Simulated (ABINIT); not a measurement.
# Geometry relaxation of Ti (part 3 of 3)

Ti (P6₃/mmc, 2 atoms in the cell); Kohn-Sham DFT of a periodic cell, PBE with D3, JTH PAW PBE v2.0, no spin polarisation (ABINIT 10.8.3); cutoff 408.17 eV, 10×10×6 k-mesh, fermi-dirac of 0.05 eV. The structure derives from an entry of the Crystallography Open Database.

Geometry of the input (Å; fractional positions):
```
2.9500  0.0000  0.0000
-1.4750  2.5548  0.0000
0.0000  0.0000  4.6800
Ti 0.6667  0.3333  0.7500
Ti 0.3333  0.6667  0.2500
```

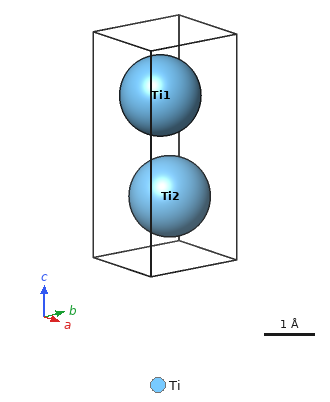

**Figure 1.** The geometry at step 3 of the log (spheres-only view of the cell of the calculation, seen slightly off an axis; atoms are numbered from 1 in the order of the input).

Log, continued
```
 Cartesian coordinates (xcart) [bohr]
  2.73042987963795E+00  1.57641442603452E+00  6.47793808390429E+00
  3.28252552004444E-17  3.15282885206904E+00  2.15931269463476E+00
 Reduced coordinates (xred)
  6.66666666666666E-01  3.33333333333333E-01  7.50000000000000E-01
  3.33333333333333E-01  6.66666666666666E-01  2.50000000000000E-01
 Cartesian forces (fcart) [Ha/bohr]; max,rms= 7.11701E-30 4.10901E-30 (free atoms)
  0.00000000000000E+00  7.11700864391286E-30 -0.00000000000000E+00
  0.00000000000000E+00 -7.11700864391286E-30 -0.00000000000000E+00
 Gradient of E wrt nuclear positions in reduced coordinates (gred)
 -0.00000000000000E+00 -3.36580652894298E-29 -0.00000000000000E+00
 -0.00000000000000E+00  3.36580652894298E-29 -0.00000000000000E+00
 Scale of Primitive Cell (acell) [bohr]
  5.46085975927589E+00  5.46085975933345E+00  8.63725077853905E+00
 Real space primitive translations (rprimd) [bohr]
  5.46085975927589E+00  0.00000000000000E+00  0.00000000000000E+00
 -2.73042987963795E+00  4.72924327810356E+00  0.00000000000000E+00
  0.00000000000000E+00  0.00000000000000E+00  8.63725077853905E+00
 Unitary Cell Volume (ucvol) [Bohr^3]=  2.23063343768668E+02
 Angles (23,13,12)= [degrees]
  9.00000000000000E+01  9.00000000000000E+01  1.19999999999651E+02
 Lengths [Bohr]
  5.46085975927589E+00  5.46085975933345E+00  8.63725077853905E+00
 Stress tensor in cartesian coordinates (strten) [Ha/bohr^3]
 -3.65759724630030E-05  0.00000000000000E+00  0.00000000000000E+00
  0.00000000000000E+00 -3.65759731533084E-05  0.00000000000000E+00
  0.00000000000000E+00  0.00000000000000E+00 -2.62685069437329E-05
 Total energy (etotal) [Ha]= -1.17334173185474E+02

 Difference of energy with previous step (new-old):
           Absolute (Ha)=-1.88963E-06
           Relative     =-1.61047E-08

--- Iteration: ( 6/60) Internal Cycle: (1/1)
--------------------------------------------------------------------------------

---SELF-CONSISTENT-FIELD CONVERGENCE--------------------------------------------

--- !BeginCycle
iteration_state: {dtset: 1, itime: 6, icycle: 1, }
solver: {iscf: 17, nstep: 100, nline: 4, wfoptalg: 10, }
tolerances: {tolvrs: 1.00E-09, }
...

     iter   Etot(hartree)      deltaE(h)  residm     nres2
 ETOT  1  -117.33420716788    -1.173E+02 4.454E-03 1.296E-02
 ETOT  2  -117.33417630372     3.086E-05 1.213E-04 3.610E-04
 ETOT  3  -117.33417613600     1.677E-07 2.468E-05 8.025E-06
 ETOT  4  -117.33417618777    -5.177E-08 3.497E-06 5.055E-07
 ETOT  5  -117.33417618649     1.273E-09 3.991E-06 4.339E-08
 ETOT  6  -117.33417618650    -1.691E-12 2.565E-06 3.806E-09
 ETOT  7  -117.33417618651    -1.675E-11 3.065E-06 1.052E-10

 At SCF step    7       nres2   =  1.05E-10 < tolvrs=  1.00E-09 =>converged.

 Cartesian components of stress tensor (hartree/bohr^3)
  sigma(1 1)= -3.31804397E-05  sigma(3 2)=  0.00000000E+00
  sigma(2 2)= -3.31804404E-05  sigma(3 1)=  0.00000000E+00
  sigma(3 3)= -3.26448335E-05  sigma(2 1)=  0.00000000E+00

--- !ResultsGS
iteration_state: {dtset: 1, itime: 6, icycle: 1, }
comment   : Summary of ground state results
lattice_vectors:
- [  5.4661493,   0.0000000,   0.0000000, ]
- [ -2.7330746,   4.7338241,   0.0000000, ]
- [  0.0000000,   0.0000000,   8.6212418, ]
lattice_lengths: [   5.46615,    5.46615,    8.62124, ]
lattice_angles: [ 90.000,  90.000, 120.000, ] # degrees, (23, 13, 12)
lattice_volume:   2.2308144E+02
convergence: {deltae: -1.675E-11, res2:  1.052E-10, residm:  3.065E-06, diffor: null, }
etotal    :  -1.17334176E+02
entropy   :   0.00000000E+00
fermie    :   3.01971814E-01
cartesian_stress_tensor: # hartree/bohr^3
- [ -3.31804397E-05,   0.00000000E+00,   0.00000000E+00, ]
- [  0.00000000E+00,  -3.31804404E-05,   0.00000000E+00, ]
- [  0.00000000E+00,   0.00000000E+00,  -3.26448335E-05, ]
pressure_GPa:   9.7095E-01
xred      :
- [  6.6667E-01,   3.3333E-01,   7.5000E-01, Ti]
- [  3.3333E-01,   6.6667E-01,   2.5000E-01, Ti]
cartesian_forces: # hartree/bohr
- [ -1.53938648E-29,  -3.02180168E-29,  -0.00000000E+00, ]
- [  1.53938648E-29,   3.02180168E-29,  -0.00000000E+00, ]
force_length_stats: {min:   3.39131187E-29, max:   3.39131187E-29, mean:   3.39131187E-29, }
...

 Integrated electronic density in atomic spheres:
 ------------------------------------------------
 Atom  Sphere_radius  Integrated_density
    1        2.30803         10.22796053
    2        2.30803         10.22796053

---OUTPUT-----------------------------------------------------------------------

 Cartesian coordinates (xcart) [bohr]
  2.73307463870209E+00  1.57794137839217E+00  6.46593137082924E+00
 -4.18747433363396E-17  3.15588275678434E+00  2.15531045694308E+00
 Reduced coordinates (xred)
  6.66666666666666E-01  3.33333333333333E-01  7.50000000000000E-01
  3.33333333333333E-01  6.66666666666666E-01  2.50000000000000E-01
 Cartesian forces (fcart) [Ha/bohr]; max,rms= 3.02180E-29 1.95797E-29 (free atoms)
 -1.53938648495041E-29 -3.02180168496570E-29 -0.00000000000000E+00
  1.53938648495041E-29  3.02180168496570E-29 -0.00000000000000E+00
 Gradient of E wrt nuclear positions in reduced coordinates (gred)
  8.41451632235746E-29  1.00974195868289E-28  0.00000000000000E+00
 -8.41451632235746E-29 -1.00974195868289E-28 -0.00000000000000E+00
 Scale of Primitive Cell (acell) [bohr]
  5.46614927740418E+00  5.46614927746180E+00  8.62124182777232E+00
 Real space primitive translations (rprimd) [bohr]
  5.46614927740418E+00  0.00000000000000E+00  0.00000000000000E+00
 -2.73307463870209E+00  4.73382413517651E+00  0.00000000000000E+00
  0.00000000000000E+00  0.00000000000000E+00  8.62124182777232E+00
 Unitary Cell Volume (ucvol) [Bohr^3]=  2.23081437693735E+02
 Angles (23,13,12)= [degrees]
  9.00000000000000E+01  9.00000000000000E+01  1.19999999999651E+02
 Lengths [Bohr]
  5.46614927740418E+00  5.46614927746180E+00  8.62124182777232E+00
 Stress tensor in cartesian coordinates (strten) [Ha/bohr^3]
 -3.31804397158721E-05  0.00000000000000E+00  0.00000000000000E+00
  0.00000000000000E+00 -3.31804404061775E-05  0.00000000000000E+00
  0.00000000000000E+00  0.00000000000000E+00 -3.26448335144502E-05
 Total energy (etotal) [Ha]= -1.17334176186513E+02

 Difference of energy with previous step (new-old):
           Absolute (Ha)=-3.00104E-06
           Relative     =-2.55769E-08

--- Iteration: ( 7/60) Internal Cycle: (1/1)
--------------------------------------------------------------------------------

---SELF-CONSISTENT-FIELD CONVERGENCE--------------------------------------------

--- !BeginCycle
iteration_state: {dtset: 1, itime: 7, icycle: 1, }
solver: {iscf: 17, nstep: 100, nline: 4, wfoptalg: 10, }
tolerances: {tolvrs: 1.00E-09, }
...

     iter   Etot(hartree)      deltaE(h)  residm     nres2
 ETOT  1  -117.33417547437    -1.173E+02 3.901E-04 1.653E-04
 ETOT  2  -117.33417496367     5.107E-07 5.137E-06 2.785E-05
 ETOT  3  -117.33417487111     9.255E-08 1.277E-06 6.818E-07
 ETOT  4  -117.33417487248    -1.368E-09 2.575E-06 2.628E-08
 ETOT  5  -117.33417487254    -5.406E-11 1.007E-06 5.987E-10

 At SCF step    5       nres2   =  5.99E-10 < tolvrs=  1.00E-09 =>converged.

 Cartesian components of stress tensor (hartree/bohr^3)
  sigma(1 1)= -3.36885249E-05  sigma(3 2)=  0.00000000E+00
  sigma(2 2)= -3.36885256E-05  sigma(3 1)=  0.00000000E+00
  sigma(3 3)= -3.37107989E-05  sigma(2 1)=  0.00000000E+00

--- !ResultsGS
iteration_state: {dtset: 1, itime: 7, icycle: 1, }
comment   : Summary of ground state results
lattice_vectors:
- [  5.4660907,   0.0000000,   0.0000000, ]
- [ -2.7330453,   4.7337734,   0.0000000, ]
- [  0.0000000,   0.0000000,   8.6198961, ]
lattice_lengths: [   5.46609,    5.46609,    8.61990, ]
lattice_angles: [ 90.000,  90.000, 120.000, ] # degrees, (23, 13, 12)
lattice_volume:   2.2304183E+02
convergence: {deltae: -5.406E-11, res2:  5.987E-10, residm:  1.007E-06, diffor: null, }
etotal    :  -1.17334175E+02
entropy   :   0.00000000E+00
fermie    :   3.02041795E-01
cartesian_stress_tensor: # hartree/bohr^3
- [ -3.36885249E-05,   0.00000000E+00,   0.00000000E+00, ]
- [  0.00000000E+00,  -3.36885256E-05,   0.00000000E+00, ]
- [  0.00000000E+00,   0.00000000E+00,  -3.37107989E-05, ]
pressure_GPa:   9.9137E-01
xred      :
- [  6.6667E-01,   3.3333E-01,   7.5000E-01, Ti]
- [  3.3333E-01,   6.6667E-01,   2.5000E-01, Ti]
cartesian_forces: # hartree/bohr
- [ -6.15761195E-30,  -1.77754946E-29,  -0.00000000E+00, ]
- [  6.15761195E-30,   1.77754946E-29,  -0.00000000E+00, ]
force_length_stats: {min:   1.88118152E-29, max:   1.88118152E-29, mean:   1.88118152E-29, }
...

 Integrated electronic density in atomic spheres:
 ------------------------------------------------
 Atom  Sphere_radius  Integrated_density
    1        2.30803         10.22787819
    2        2.30803         10.22787819

---OUTPUT-----------------------------------------------------------------------

 Cartesian coordinates (xcart) [bohr]
  2.73304533973494E+00  1.57792446262559E+00  6.46492211043179E+00
  4.02222056470907E-16  3.15584892525119E+00  2.15497403681060E+00
 Reduced coordinates (xred)
  6.66666666666666E-01  3.33333333333333E-01  7.50000000000000E-01
  3.33333333333333E-01  6.66666666666666E-01  2.50000000000000E-01
 Cartesian forces (fcart) [Ha/bohr]; max,rms= 1.77755E-29 1.08610E-29 (free atoms)
 -6.15761195031879E-30 -1.77754945851592E-29 -0.00000000000000E+00
  6.15761195031879E-30  1.77754945851592E-29 -0.00000000000000E+00
 Gradient of E wrt nuclear positions in reduced coordinates (gred)
  3.36580652894299E-29  6.73161305788597E-29  0.00000000000000E+00
 -3.36580652894299E-29 -6.73161305788597E-29 -0.00000000000000E+00
 Scale of Primitive Cell (acell) [bohr]
  5.46609067946988E+00  5.46609067952749E+00  8.61989614724239E+00
 Real space primitive translations (rprimd) [bohr]
  5.46609067946988E+00  0.00000000000000E+00  0.00000000000000E+00
 -2.73304533973494E+00  4.73377338787679E+00  0.00000000000000E+00
  0.00000000000000E+00  0.00000000000000E+00  8.61989614724239E+00
 Unitary Cell Volume (ucvol) [Bohr^3]=  2.23041834987502E+02
 Angles (23,13,12)= [degrees]
  9.00000000000000E+01  9.00000000000000E+01  1.19999999999651E+02
 Lengths [Bohr]
  5.46609067946988E+00  5.46609067952749E+00  8.61989614724239E+00
 Stress tensor in cartesian coordinates (strten) [Ha/bohr^3]
 -3.36885249381073E-05  0.00000000000000E+00  0.00000000000000E+00
  0.00000000000000E+00 -3.36885256286244E-05  0.00000000000000E+00
  0.00000000000000E+00  0.00000000000000E+00 -3.37107988743028E-05
 Total energy (etotal) [Ha]= -1.17334174872536E+02

 Difference of energy with previous step (new-old):
           Absolute (Ha)= 1.31398E-06
           Relative     = 1.11986E-08

 At Broyd/MD step   7, gradients are converged :
  max grad (force/stress) = 3.0079E-05 < tolmxf= 5.0000E-05 ha/bohr (free atoms)

================================================================================

 ----iterations are completed or convergence reached----

 Mean square residual over all n,k,spin=   27.892E-10; max=  10.069E-07
 reduced coordinates (array xred) for    2 atoms
       0.666666666667      0.333333333333      0.750000000000
       0.333333333333      0.666666666667      0.250000000000
 rms dE/dt=  1.8021E-28; max dE/dt=  6.7316E-29; dE/dt below (all hartree)
    1      -0.000000000000      0.000000000000      0.000000000000
    2      -0.000000000000     -0.000000000000      0.000000000000

 cartesian coordinates (angstrom) at end:
    1      1.44626530917121     0.83500166558135     3.42108944878253
    2      0.00000000000000     1.67000333116270     1.14036314959418

 cartesian forces (hartree/bohr) at end:
    1     -0.00000000000000    -0.00000000000000    -0.00000000000000
    2      0.00000000000000     0.00000000000000    -0.00000000000000
 frms,max,avg= 1.0861007E-29 1.7775495E-29   0.000E+00  0.000E+00  0.000E+00 h/b

 cartesian forces (eV/Angstrom) at end:
    1     -0.00000000000000    -0.00000000000000    -0.00000000000000
    2      0.00000000000000     0.00000000000000    -0.00000000000000
 frms,max,avg= 5.5849541E-28 9.1405268E-28   0.000E+00  0.000E+00  0.000E+00 e/A
 length scales=  5.466090679470  5.466090679527  8.619896147242 bohr
              =  2.892530618342  2.892530618373  4.561452598377 angstroms
 Fermi (or HOMO) energy (eV) =   8.21898   Average Vxc (eV)= -11.24338
 Eigenvalues (   eV  ) for nkpt=  56  k points:
 kpt#   1, nband= 16, wtk=  0.00167, kpt=  0.0000  0.0000  0.0000 (reduced coord)
 -48.51126  -48.33956  -25.18363  -24.42943  -24.42943  -24.34170  -24.30929  -24.30929
   1.92346    5.41137    9.02327    9.02327    9.18185    9.18472    9.57085    9.57085
 prteigrs : prtvol=0 or 1, do not print more k-points.

--- !EnergyTerms
iteration_state     : {dtset: 1, itime: 7, icycle: 1, }
comment             : Components of total free energy in Hartree
kinetic             :  1.55070019126468E+01
hartree             :  2.23344956404355E+01
xc                  : -6.49042766190498E+00
Ewald energy        : -8.63882559667262E+01
psp_core            :  5.48679811119301E+00
local_psp           : -6.73820045536095E+01
PAW spherical_terms : -3.65855435110866E-01
VdWaals_dft_d       : -3.52349681888045E-02
internal            : -1.17333482921265E+02
'-kT*entropy'       : -6.85687346132036E-04
total_energy        : -1.17334168608611E+02
total_energy_eV     : -3.19282538185998E+03
...

--- !EnergyTermsDC
iteration_state     : {dtset: 1, itime: 7, icycle: 1, }
comment             : '"Double-counting" decomposition of free energy'
band_energy         : -1.60822321584425E+01
Ewald energy        : -8.63882559667262E+01
psp_core            :  5.48679811119301E+00
xc_dc               : -2.15794073093320E+01
PAW spherical_terms :  1.26484310630642E+00
VdWaals_dft_d       : -3.52349681888045E-02
internal            : -1.17333489185190E+02
'-kT*entropy'       : -6.85687346132036E-04
total_energy_dc     : -1.17334174872536E+02
total_energy_dc_eV  : -3.19282555231006E+03
...

--- !EnergyTermsWithPAWCore
iteration_state     : {dtset: 1, itime: 7, icycle: 1, }
comment             : 'Components of total free energy, including PAW core contributions'
Total energy        : -1.70765424452426E+03
Total energy DC     : -1.70765425078819E+03
Total energy (eV)   : -4.64676392223386E+04
Total energy DC (eV): -4.64676393927887E+04
...

 Cartesian components of stress tensor (hartree/bohr^3)
  sigma(1 1)= -3.36885249E-05  sigma(3 2)=  0.00000000E+00
  sigma(2 2)= -3.36885256E-05  sigma(3 1)=  0.00000000E+00
  sigma(3 3)= -3.37107989E-05  sigma(2 1)=  0.00000000E+00

-Cartesian components of stress tensor (GPa)         [Pressure=  9.9137E-01 GPa]
- sigma(1 1)= -9.91150623E-01  sigma(3 2)=  0.00000000E+00
- sigma(2 2)= -9.91150643E-01  sigma(3 1)=  0.00000000E+00
- sigma(3 3)= -9.91805945E-01  sigma(2 1)=  0.00000000E+00

== END DATASET(S) ==============================================================
================================================================================

 -outvars: echo values of variables after computation  --------
            acell      5.4660906795E+00  5.4660906795E+00  8.6198961472E+00 Bohr
           etotal     -1.1733417487E+02
            fcart     -6.1576119503E-30 -1.7775494585E-29 -0.0000000000E+00
                       6.1576119503E-30  1.7775494585E-29 -0.0000000000E+00
            rprim      1.0000000000E+00  0.0000000000E+00  0.0000000000E+00
                      -4.9999999999E-01  8.6602540379E-01  0.0000000000E+00
                       0.0000000000E+00  0.0000000000E+00  1.0000000000E+00
           strten     -3.3688524938E-05 -3.3688525629E-05 -3.3710798874E-05
                       0.0000000000E+00  0.0000000000E+00  0.0000000000E+00
           xangst      1.4462653092E+00  8.3500166558E-01  3.4210894488E+00
                       2.1284674586E-16  1.6700033312E+00  1.1403631496E+00
             xred      6.6666666667E-01  3.3333333333E-01  7.5000000000E-01
                       3.3333333333E-01  6.6666666667E-01  2.5000000000E-01
 Calculation completed.
```

Trajectory as extended XYZ (Å, eV, eV/Å), 7 frames, from step=0 to step=6
```
2
Lattice="2.9500 0.0000 0.0000 -1.4750 2.5548 0.0000 0.0000 0.0000 4.6800" Properties=species:S:1:pos:R:3:forces:R:3 step=0 energy=-3192.78711
Ti    1.4750    0.8516    3.5100    0.0000   0.0000   0.0000
Ti    0.0000    1.7032    1.1700    0.0000   0.0000   0.0000
2
Lattice="2.9293 0.0000 0.0000 -1.4647 2.5369 0.0000 0.0000 0.0000 4.6444" Properties=species:S:1:pos:R:3:forces:R:3 step=1 energy=-3192.81101
Ti    1.4647    0.8456    3.4833    0.0000   0.0000   0.0000
Ti    0.0000    1.6913    1.1611    0.0000   0.0000   0.0000
2
Lattice="2.8866 0.0000 0.0000 -1.4433 2.4999 0.0000 0.0000 0.0000 4.5688" Properties=species:S:1:pos:R:3:forces:R:3 step=2 energy=-3192.82492
Ti    1.4433    0.8333    3.4266    0.0000   0.0000   0.0000
Ti    0.0000    1.6666    1.1422    0.0000   0.0000   0.0000
2
Lattice="2.8892 0.0000 0.0000 -1.4446 2.5021 0.0000 0.0000 0.0000 4.5716" Properties=species:S:1:pos:R:3:forces:R:3 step=3 energy=-3192.82546
Ti    1.4446    0.8340    3.4287    0.0000   0.0000   0.0000
Ti    0.0000    1.6681    1.1429    0.0000   0.0000   0.0000
2
Lattice="2.8898 0.0000 0.0000 -1.4449 2.5026 0.0000 0.0000 0.0000 4.5706" Properties=species:S:1:pos:R:3:forces:R:3 step=4 energy=-3192.82551
Ti    1.4449    0.8342    3.4280    0.0000   0.0000   0.0000
Ti    0.0000    1.6684    1.1427    0.0000   0.0000   0.0000
2
Lattice="2.8926 0.0000 0.0000 -1.4463 2.5050 0.0000 0.0000 0.0000 4.5622" Properties=species:S:1:pos:R:3:forces:R:3 step=5 energy=-3192.82559
Ti    1.4463    0.8350    3.4216    0.0000   0.0000   0.0000
Ti    0.0000    1.6700    1.1405    0.0000   0.0000   0.0000
2
Lattice="2.8925 0.0000 0.0000 -1.4463 2.5050 0.0000 0.0000 0.0000 4.5615" Properties=species:S:1:pos:R:3:forces:R:3 step=6 energy=-3192.82555
Ti    1.4463    0.8350    3.4211    0.0000   0.0000   0.0000
Ti    0.0000    1.6700    1.1404    0.0000   0.0000   0.0000
```

Key numbers

| quantity | value |
| --- | --- |
| outcome | converged |
| space group (tolerance 0.01 Å) | P6₃/mmc (194) |
| electrons treated | 24 |
| free energy | −3192.8256 eV |
| Fermi energy | 8.219 eV |
| gap on the k-point mesh | none (metallic) |
| pressure | 0.99 GPa |
| final volume | 33.05 Å³ |
| largest force (length of the vector) at the end | under 0.001 eV/Å |
| final cell | a = 2.893 Å, b = 2.893 Å, c = 4.561 Å, α = 90.00°, β = 90.00°, γ = 120.00° |
| hardware | 1 thread of Arm Neoverse V2, 24 GiB of memory available, shared host |
| wall time | 1.8 min |
| peak memory | 0.12 GiB |
